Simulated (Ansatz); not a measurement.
System: Co, space group Fm-3m (No. 225) (one of a set of cubic test structures, which need not be the stable phase).

Calculation (Ansatz 0.2.0 development build): equation of state of a cubic crystal from periodic Kohn-Sham density functional theory without spin, third-order Birch-Murnaghan fit to the free energies; pressure corrected for the finite basis. Level: r2SCAN.

structure type fcc; atoms in cell 1; space group number 225; lattice centring face-centred primitive; k mesh 17×17×17; occupation method Fermi–Dirac; occupation width 0.1 eV; wave cutoff 500 eV; datasets soft-1 PAW; density tolerance 1e−07 eV; bands 13; density cutoff ratio 4; search for lower states default.

What does the calculation give for the energy above the lowest point and pressure against volume? The volume takes the values 9.49, 9.80, 10.11, 10.42, 10.73 Å³/atom.

A third-order Birch–Murnaghan fit gives V0 = 9.94 Å³/atom, B0 = 284 GPa and B′ = 4.8. The energy above the lowest point is 18.3 meV/atom at volume 9.49 Å³/atom and 45.1 meV/atom at 10.73 Å³/atom; the lowest computed point is at volume 9.80 Å³/atom (0.0 meV/atom). The pressure falls from 14.9 GPa at volume 9.49 Å³/atom to −17.9 GPa at 10.73 Å³/atom, and changes sign near 9.95 Å³/atom.

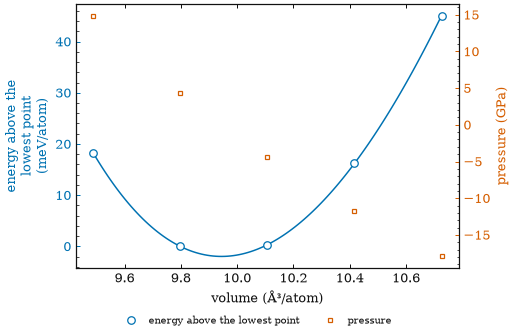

Caveats: cubic model structure, not the ambient form; known magnet treated without spin, far from its ground state.
